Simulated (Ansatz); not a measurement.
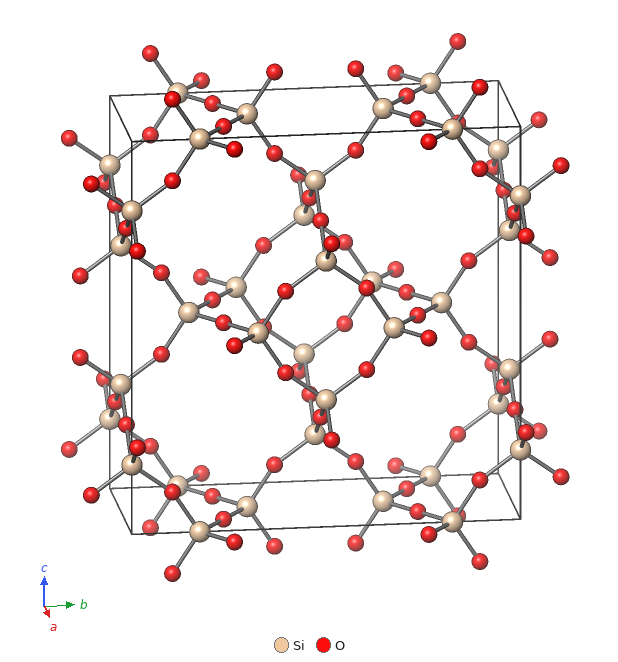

This ball-and-stick model is shown from a general direction. The conventional unit cell is drawn as a box. A few atoms beyond the faces are included.

SiO$_{2}$, space group Fmmm (No. 69), a = 5.13 Å, b = 12.39 Å, c = 12.94 Å, α = 90.00°, β = 90.00°, γ = 90.00°.

All computed values are from DFT r2SCAN, scalar-relativistic, plane waves, PAW (Ansatz). Settings: 500 eV cutoff, k-points about 0.24 Å⁻¹ apart, Gaussian smearing of 0.02 eV, no spin polarisation.

> Is it conducting or gapped at this level?

An insulator at this level, with a gap of 6.03 eV on the k-mesh (the true edges may lie between mesh points, so the gap can be somewhat smaller).

Origin of the cell: a structure listed in the Materials Project. It was relaxed with DFT r2SCAN, scalar-relativistic, plane waves, PAW in Ansatz 0.2.0 under a constraint or pressure on the cell, so some stress remains.
